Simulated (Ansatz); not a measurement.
Ge

Input file:

```
crystal:
  lattice:
    - [3.7970528728, 0.0, 0.0]
    - [-1.8985264364, 3.2883442473, 0.0]
    - [0.0, 0.0, 6.2493425316]
  atoms:
    - { symbol: Ge, position: [0.0, 0.0, 0.07115] }
    - { symbol: Ge, position: [0.0, 0.0, 0.57115] }
    - { symbol: Ge, position: [0.2938290112, 0.6666666667, 0.82115] }
    - { symbol: Ge, position: [0.6666666667, 0.3333333333, 0.32115] }
basis:
  ecutwfc: 420
kpoints:
  mp_grid: { grid: [12, 12, 8] }
hamiltonian:
  xc: pbesol
scf:
  occupations: { method: gaussian, width: 0.15 }
output:
  forces: true
  stress: true
  eigenvalues: true
  write_density: true
  write_potential: true
  elf: true
  volumetric_format: npy
```

Run with:

```sh
ansatz run input.yaml --threads 2 --pin off --max-ram 5120MiB --backend cpu --events-out ev --progress --plain --runs-dir out
```

Below, planes, directions and counts refer to the conventional cell (a = 3.80 Å, b = 6.25 Å, c = 3.80 Å, α = 90.00°, β = 120.00°, γ = 90.00°).

Space group Pm; a structure from a database of computed crystals, not necessarily the ambient phase; changed on purpose from its base cell (atom 3 (Ge) moved by (-0.150, +0.000) A along x and z); not relaxed (largest force 0.6 eV/Å).

Method: DFT PBEsol, scalar-relativistic, plane waves, PAW in Ansatz.

Question: What can the converged valence pseudo-density and electron localisation function tell about the bonding?

Answer: Ge–Ge (2.59 Å): ρ at the midpoint is about 0.37 e/Å³; the ELF peaks at about 0.60 between the atoms.
Ge–Ge (2.70 Å): ρ is about 0.31 e/Å³ halfway; the ELF reaches about 0.60 near the midpoint.

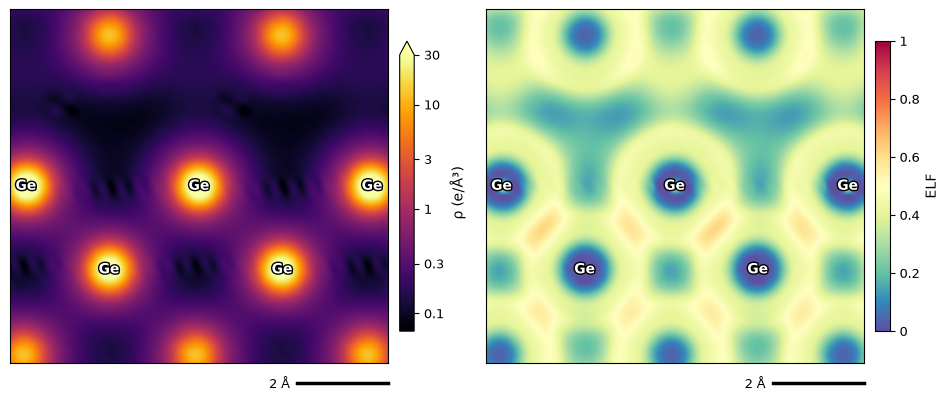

Computed valence pseudo-density and electron localisation function on the (011) plane of the conventional cell, in this order. Atoms just off the plane (Ge, 0.4 Å away) can leave unmarked features too.

The density is the valence pseudo-density of a PAW calculation; it isn't the true density close to the nuclei.
